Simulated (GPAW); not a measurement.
# SiC (Moissanite): optical spectrum from first principles, part 2 of 2

Aim: the dielectric function of SiC (Moissanite), and the optical constants that follow from it.

GPAW 26.7.0; DFT, PBE, plane-wave PAW (GPAW data sets), scalar-relativistic, RPA, optical limit.

So far. Step 2 (Ground state): There is a gap, 2.57 eV on this mesh (points off the mesh can give less), so no carriers' term is needed.

**4. Dielectric function, RPA (continued)**

Re ε against photon energy:

```
photon energy (eV)   E ∥ x   E ∥ z
                 0    6.61    7.18
                 2    7.06    7.75
                 4    9.20    10.9
                 6    15.7    12.4
                 8   0.329   -2.44
                10   -3.33   -3.18
                12   -2.49   -2.38
                14   -1.63   -2.04
                16   -1.23   -1.22
                18  -0.731  -0.675
                20  -0.331  -0.279
```

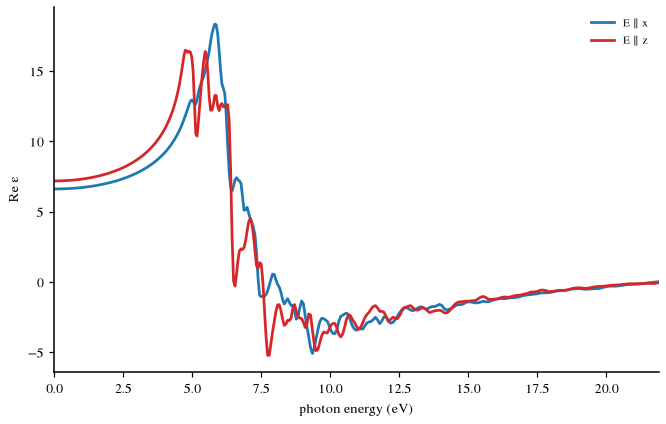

Re ε, plotted against photon energy.

The refractive index n and extinction k by photon energy:

```
photon energy (eV)  n, E ∥ x  k, E ∥ x  n, E ∥ z  k, E ∥ z
               0.0      2.57         0      2.68         0
               2.5      2.71    0.0127      2.85    0.0161
               5.0      3.61     0.323      4.10      1.09
               7.5      2.48      2.68      2.86      2.65
              10.0      1.36      2.28      1.13      2.11
              12.5     0.635      1.62     0.622      1.67
              15.0     0.518      1.30     0.449      1.25
              17.5     0.310     0.966     0.321     0.880
              20.0     0.229     0.619     0.294     0.604
```

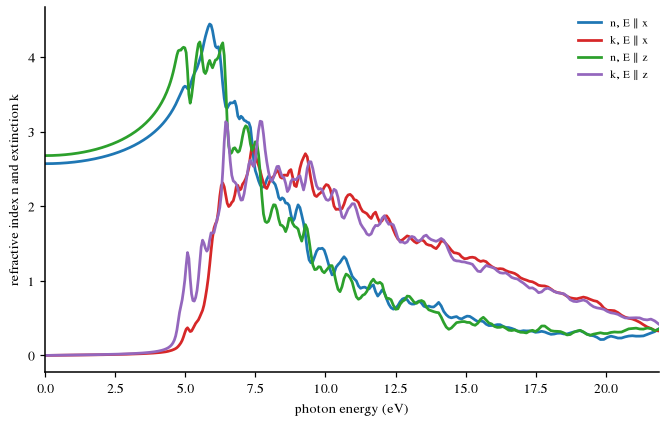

Refractive index n and extinction k against photon energy.

The reflectivity at normal incidence has structure finer than the step of the table below, so its rows give means over 1 eV, whole bins alone (the curve runs from 0 to 21.9 eV). Peaks (eV: height): E ∥ x 9.3: 56.2, 10.2: 52.2, 11.2: 53.1, 12.3: 55.9, 14.4: 53.3, 16.9: 55.2, 19.8: 56.2; E ∥ z 7.7: 56.5, 9.5: 56.6, 10.4: 55.9, 11.1: 55.2, 12.5: 54.2, 14.3: 63.1, 16.5: 54.3.

Reflectivity at normal incidence against photon energy; means over each step:

```
photon energy (eV)  E ∥ x (%)  E ∥ z (%)
                 1       19.7       21.2
                 2       20.6       22.3
                 3       22.3       24.4
                 4       25.6       28.9
                 5       32.0       36.8
                 6       42.5       43.8
                 7       44.8       44.8
                 8       44.9       49.8
                 9       48.9       47.5
                10       48.0       52.1
                11       49.4       49.5
                12       51.5       47.1
                13       46.8       46.4
                14       48.4       55.3
                15       50.1       51.7
                16       52.0       50.0
                17       53.3       52.2
                18       51.6       46.0
                19       47.3       46.4
                20       51.0       41.5
                21       43.0       32.5
```

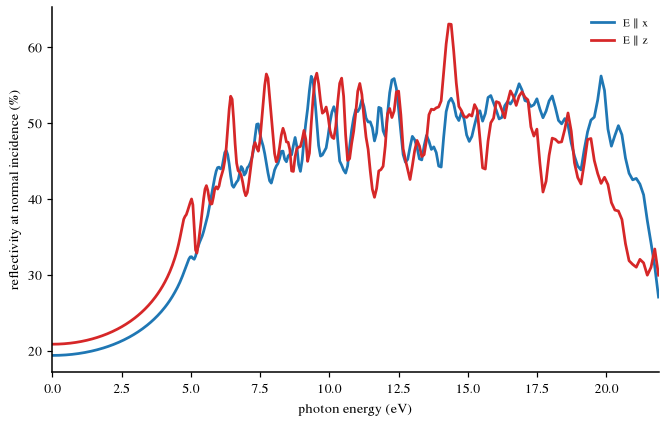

Reflectivity at normal incidence against photon energy.

Values under the direct gap are tails of Lorentzian lines. The loss function −Im 1/ε at q → 0 by energy loss; read off at these points:

```
energy loss (eV)    E ∥ x    E ∥ z
             0.0        0        0
             1.0   4.7e-4   5.0e-4
             2.0   9.8e-4  0.00106
             3.0  0.00160  0.00177
             4.0  0.00255  0.00308
             5.0   0.0135   0.0275
             6.0   0.0317   0.0403
             7.0   0.0614   0.0764
             8.0   0.0898    0.105
             9.0    0.105    0.110
            10.0    0.125    0.145
            11.0    0.144    0.150
            12.0    0.196    0.195
            13.0    0.244    0.258
            14.0    0.299    0.243
            15.0    0.352    0.362
            16.0    0.395    0.397
            17.0    0.488    0.537
            18.0    0.648    0.737
            19.0     1.05     1.19
            20.0     1.49     1.75
            21.0     2.80     2.45
            21.8     4.51     3.05
```

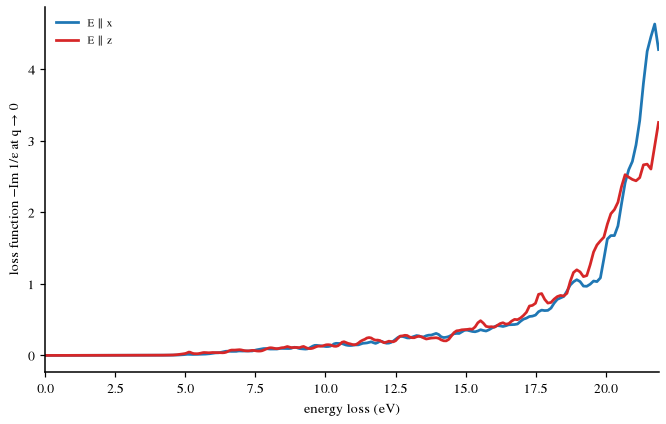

Loss function −Im 1/ε at q → 0, plotted against energy loss.

From ε follow the optical constants at some laser and lamp lines:

```
wavelength (nm)   n x    k x  R (%) x   1/α x   n z    k z  R (%) z   1/α z
           1550  2.58  0.003     19.5   38 µm  2.70  0.004     21.0   31 µm
           1064  2.60  0.005     19.7   17 µm  2.71  0.006     21.3   14 µm
            800  2.62  0.007     20.0  9.5 µm  2.74  0.008     21.7  7.7 µm
            633  2.65  0.009     20.5  5.6 µm  2.78  0.011     22.2  4.5 µm
            450  2.75  0.015     21.7  2.4 µm  2.90  0.019     23.7  1.9 µm
            248  3.61  0.322     32.4   61 nm  4.10  1.085     39.7   18 nm
            193  3.37  2.184     43.5  7.0 nm  3.74  3.049     53.0  5.0 nm
```

Below the direct gap, k and the depth come from the tails of the Lorentzian lines, not from transitions.

Rows near the edge hang on the gap, which this functional as a rule makes too small, and phonon-assisted absorption is left out.

At 1064 nm the birefringence n(z) − n(x) is +0.114: the crystal is uniaxial positive at this level.

**5. Outcome**

```yaml
electronic_dielectric_constant_eps_infinity_mean_over_x_y_and_z_by_symmetry_where_fewer_were_run_rpa: 6.80
main_peak_of_im_epsilon_first_axis: 6.27 eV
```

**Reading.** At this level (PBE, RPA) SiC has a mean ε∞ = 6.80 and n = 2.58 at 1550 nm (E ∥ x), and Im ε peaks at 6.3 eV (E ∥ x). On the mesh the gap is 2.32 eV and the least direct gap 4.07 eV, so on this mesh the band edges lie at different points. Local fields change the static value along x from 7.02 to 6.61 (-6 %). Distinct maxima of Im ε, read by a parabola through the highest points, lie at 6.27 eV (18), 6.82 eV (15), 7.33 eV (16) and 8.04 eV (11) for E ∥ x. The static values by axis are 6.61 (x), 7.18 (z). At 1064 nm the birefringence n(z) − n(x) is +0.114: the crystal is uniaxial positive at this level. Excitons and phonon-assisted transitions are missing; PBE gaps are as a rule too small, which pulls the onset down and ε∞ up. The sum runs over mesh points, so small or evenly spaced maxima can still be ripples of the mesh. Besides steps told in other documents, this task had 1 run with a known fault of program or setting; those not told in a step above aren't shown.

[Machine, clock and banner lines and Python warnings are left out of the logs.]

[Logs are printed without paths, hosts, clocks, repeated set-up lines and the standing remarks that a program may print on its own settings, such as how far it seeks lower states.]

[Hosts, paths, dates, database ids (printed as entryN), source tags and the programs' standing remarks are cut or masked in the printed files.]
